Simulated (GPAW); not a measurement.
System: CuI (space group P4/nmm).

How it was computed, with GPAW 26.7.0: PAW DFT in plane waves, on a grid or in atomic orbitals, no spin polarisation; energies at scaled volumes of the given cell, shape and fractions fixed, counted from the fit's minimum, third-order Birch-Murnaghan fit. All runs: no spin polarisation.

- occupations: Fermi–Dirac
- smearing width: 0.05 eV
- wave cutoff: 600 eV

Settings that differ: PBEsol: k mesh 7×7×4, potentials PAW-data-sets-made-by gpaw-setup-for-the-functional; LDA: k mesh 5×5×4, potentials GPAW-PAW-data-sets-(gpaw-data-1.2.1); r2SCAN: k mesh 5×5×4, potentials GPAW-PAW-data-sets-(gpaw-data-1.2.1).

Describe the result: the pressure against volume, with one curve for each functional. The cases: PBEsol; LDA; r2SCAN.

The fitted equilibrium volumes, smallest first, are LDA 25.807, PBEsol 26.889, r2SCAN 27.984 Å³/atom. The fitted bulk moduli, smallest first, are r2SCAN 44.2, PBEsol 48.8, LDA 56.3 GPa. For PBEsol, the pressure falls from 2.28 GPa at volume 25.76 Å³/atom to −3.14 GPa at 29.05 Å³/atom, and changes sign near 26.85 Å³/atom. For LDA, the pressure falls from 0.03 GPa at volume 25.76 Å³/atom to −4.96 GPa at 29.05 Å³/atom. For r2SCAN, the pressure falls from 4.45 GPa at volume 25.76 Å³/atom to −1.57 GPa at 29.05 Å³/atom, and changes sign near 27.94 Å³/atom.

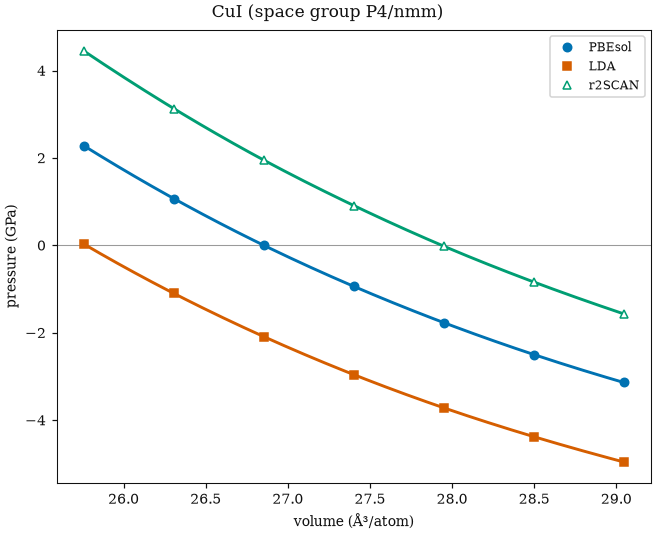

Limits of the calculation: the fit and the printed pressures don't fully agree, or the minimum lies near the end of the range (LDA, r2SCAN); shape and atomic fractions are frozen while scaling, which makes layered, chain and framework solids too stiff.
